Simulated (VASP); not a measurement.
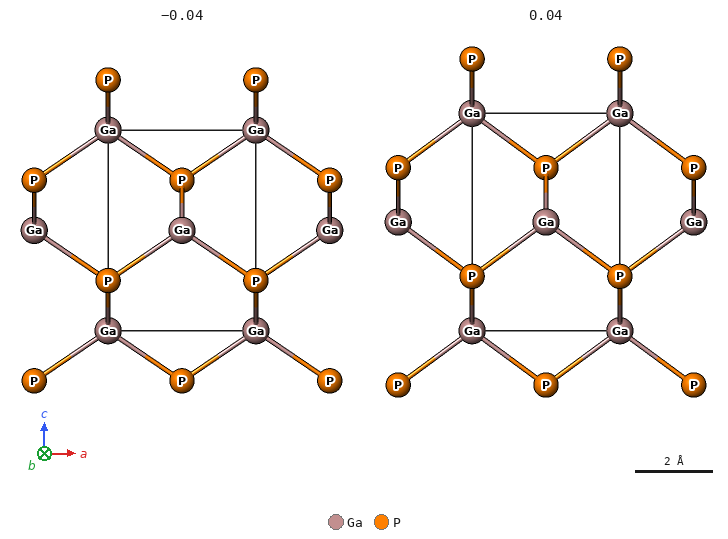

Solid GaP (set up in I-4m2), held at several strains, with the atoms relaxed (per unit of the tabulated number the cell is strained by 1.0 along c). The picture shows the first and the last member. The picture is a ball-and-stick view of the conventional cell (2 times the calculation's cell), seen along the b axis. Lengths and directions refer to the drawn axes.

Computed with VASP 6.6.1: PBE, VASP PAW PBE potentials, recommended. (plane-wave cutoff 520 eV; k-point mesh 8 × 8 × 8; occupations fermi-dirac; smearing width 0.05 eV; no spin polarisation)

```csv
strain,energy (meV/atom)
−0.04,26.75
−0.02,?
−0.01,4.01
0.0,0.00
0.01,−2.29
0.02,−2.90
0.04,0.77
```

One row is withheld. What does the calculation give there?

Answer. A parabola through three neighbouring rows (−0.04, −0.01, 0.0) gives, with Lagrange weights, (0.1667)(26.75) + (1.3333)(4.01) + (−0.5000)(0.00) = 9.81 meV/atom. The calculation gives 9.77 meV/atom. The estimate is 0.04 meV/atom too high. The lowest tabulated energy lies at 0.02, so the unstrained cell isn't a minimum along this strain at this level. From the first member to the last: Ga–P 2.329 → 2.392 Å.

The whole series:

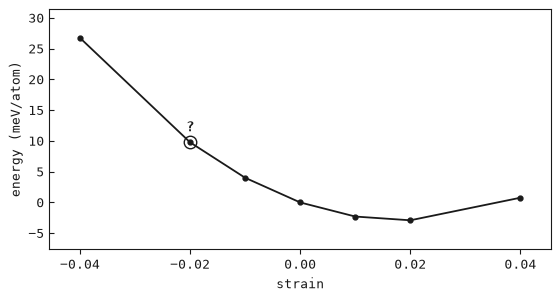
